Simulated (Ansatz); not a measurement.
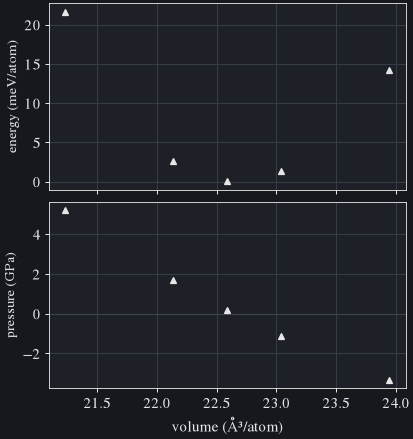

The picture above shows the energy and pressure against volume for GaAs, space group F-43m (No. 216).

Starting cell:
```yaml
crystal:
  lattice:
    - [0.00000, 2.82685, 2.82685]
    - [2.82685, 0.00000, 2.82685]
    - [2.82685, 2.82685, 0.00000]
  atoms:
    - { symbol: As, position: [0.75000, 0.75000, 0.75000] }
    - { symbol: Ga, position: [0.00000, 0.00000, 0.00000] }
```

Calculation (Ansatz 0.2.0): all-electron LAPW DFT, no spin polarisation; energies at scaled volumes of the given cell, shape and fractions fixed, counted from the fit's minimum, third-order Birch-Murnaghan fit. Level: PBEsol.

k mesh 8×8×8; occupations Fermi–Dirac; smearing width 0.05 eV; potentials all electron LAPW, scalar relativistic; program settings basis error eV/atom 0.001.

The points at volume 21.69 Å³/atom and 23.49 Å³/atom are left out of the plot. What values does the calculation give there?

| volume (Å³/atom) | energy (meV/atom) | pressure (GPa) |
| --- | --- | --- |
| 21.69 | 9.64 | 3.34 |
| 23.49 | 6.29 | −2.30 |
